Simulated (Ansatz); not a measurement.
Ga3Sb

```
Ga Sb
1.0
     3.83277    0.00000    0.00000
     0.00000    4.68449    0.00000
     0.00000    0.00000    9.09058
Ga Sb
6 2
Direct
  0.00000 0.50000 0.25000
  0.50000 0.00000 0.75000
  0.50000 0.00000 0.25000
  0.00000 0.50000 0.75000
  0.00000 0.00000 0.50000
  0.50000 0.50000 0.00000
  0.00000 0.00000 0.00000
  0.50000 0.50000 0.50000
```

Space group Immm; a structure from a database of computed crystals, not necessarily the ambient phase; changed on purpose from its base cell (strain -0.1000 x Voigt [1, -1, 0, 0, 0, 0], atoms carried along).

Computed with DFT PBEsol, scalar-relativistic, plane waves, PAW (Ansatz 0.2.0).

> What will maps of the valence pseudo-density and electron localisation function show?

Ga–Sb (3.26 Å): ρ is about 0.15 e/Å³ halfway; the ELF is about 0.25 at the midpoint: no shared electron pair shows on this line.

> Does the calculation make it a metal, or give it a gap?

It is metallic or semimetallic at this level of theory: no gap opens.

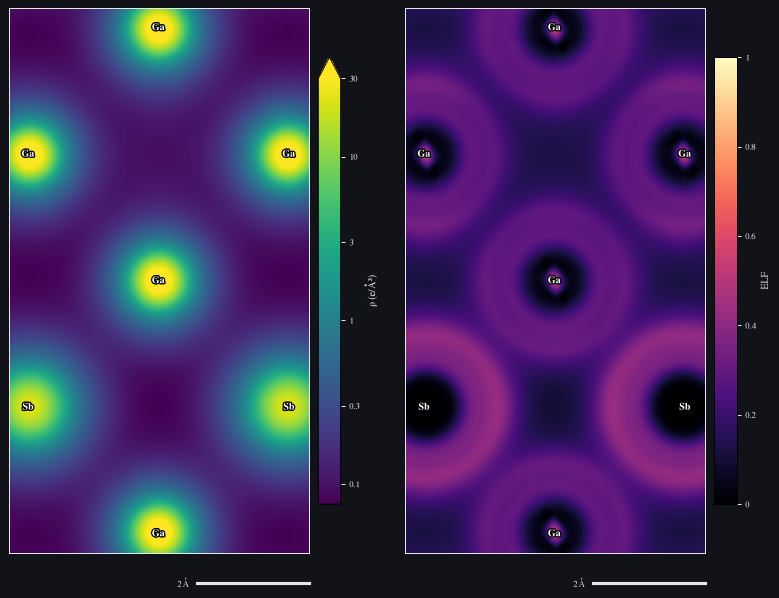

Computed valence pseudo-density and electron localisation function on the (100) plane of the conventional cell, in this order. 

Core electrons are frozen (PAW), and the valence fields are smoothed inside the atomic spheres.
